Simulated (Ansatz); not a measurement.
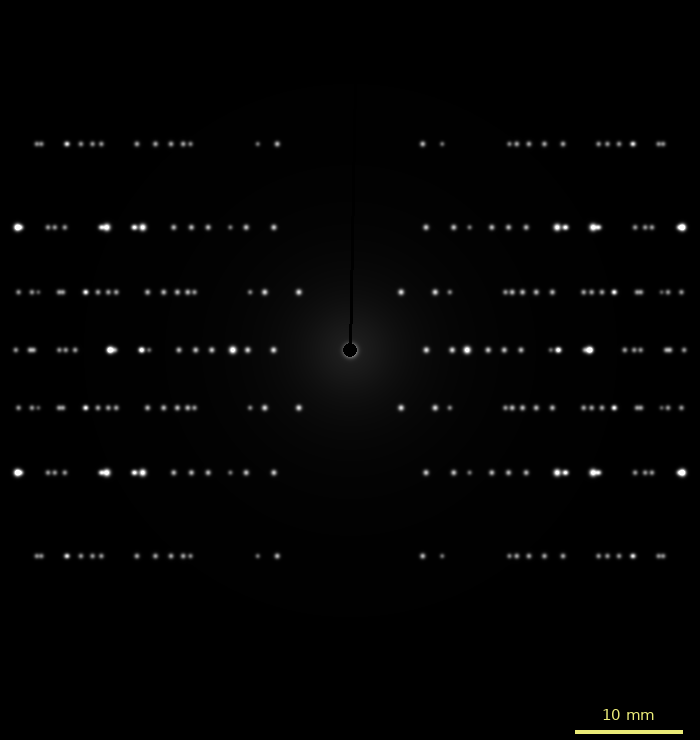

Simulated X-ray rotation photograph: Cu Kα radiation (λ = 1.5418 Å), cylindrical film of radius 28.65 mm unrolled, rotation axis vertical and normal to the beam, kinematic intensities without Lorentz or polarisation factors, the film spanning ±63° about the beam; spots down to d = 1.44 Å.

Q: Measure the layer lines and find the identity period along the axis.

A: The first layer line lies 5.5 mm from the equator, so tan ν = 0.190, sin ν = 0.187 and the period is λ/sin ν = 8.25 Å. Further lines follow at 11.6, 19.4 mm.

The crystal is Cl, space group R-3m (No. 166), a = 8.25 Å, c = 12.08 Å (hexagonal axes). Structure: the end point of a relaxation with DFT PBE, scalar-relativistic, plane waves, PAW in Ansatz 0.2.0; the starting structure was generated, so it need not be a known form of this composition.

Q: About which axis was it rotated?

A: About [100] (or an equivalent direction), whose length in the conventional cell is 8.247 Å.
